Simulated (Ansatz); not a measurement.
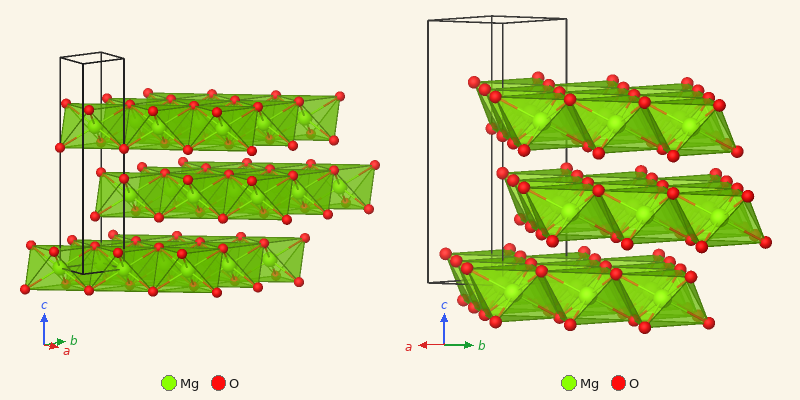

Polyhedra are drawn about Mg (bonds: Mg–O below 2.4 Å); other atoms are plain spheres. Two views of the same piece.

MgO2 (space group R-3m, No. 166): the input geometry of an electronic-structure calculation (not necessarily at equilibrium).

Q: What figure surrounds each Mg atom, and what does it share with the other drawn polyhedra?

A: Mg: MgO6 octahedron, sharing edges with six neighbours.

Q: How do these polyhedra hang together as a whole?

A: They form layers of edge-sharing octahedra parallel to (001).
